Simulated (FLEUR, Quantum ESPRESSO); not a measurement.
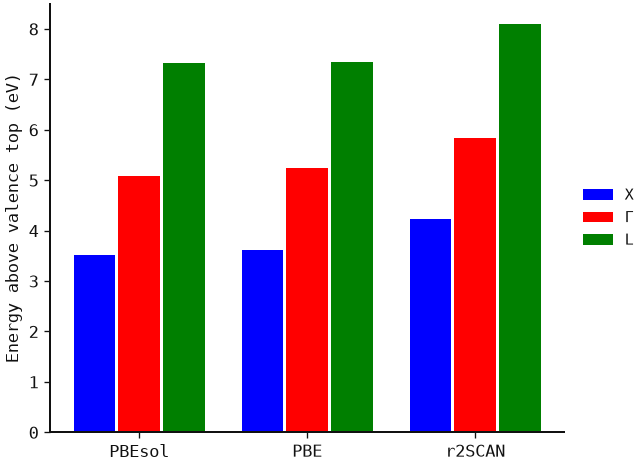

Lowest conduction level at each named k point, counted from the valence-band top at Γ, by several methods on one cell of rocksalt CaO, space group Fm-3m (No. 225), 2 atoms in the primitive cell; cubic a = 4.709 Å. All runs are without spin-orbit coupling and carry no moments.

Question: How do the methods rank at X?

Answer: From low to high: PBEsol 3.52, PBE 3.62, r2SCAN 4.24 eV.

Question: Do the methods agree on which of these conduction levels is lowest?

Answer: Yes: all put it at X.

```
method           program  X (eV)  Γ (eV)  L (eV)
PBEsol             FLEUR    3.52    5.09    7.32
   PBE             FLEUR    3.62    5.25    7.35
r2SCAN  Quantum ESPRESSO    4.24    5.83    8.09
```

Settings. PBEsol: all-electron, 10×10×10 k mesh, Fermi-Dirac smearing of 0.05 eV (FLEUR). PBE: all-electron, 10×10×10 k mesh, Fermi-Dirac smearing of 0.05 eV (FLEUR MaX-R8.1 (later development tree)). r2SCAN: SG15 PBE 1.2, 8×8×8 k mesh, 1197 eV cutoff, Fermi-Dirac smearing of 0.05 eV (Quantum ESPRESSO 7.5).

These are three of the 9 methods that were run on this cell. Runs that lie over 0.07 eV from the median of the programs for their method weren't drawn. The runs come from different programs and meshes, which adds differences of its own. LDA, GGA and most meta-GGA functionals understate gaps. The cell is a database's computed one. r2SCAN: the potentials were made for another functional.
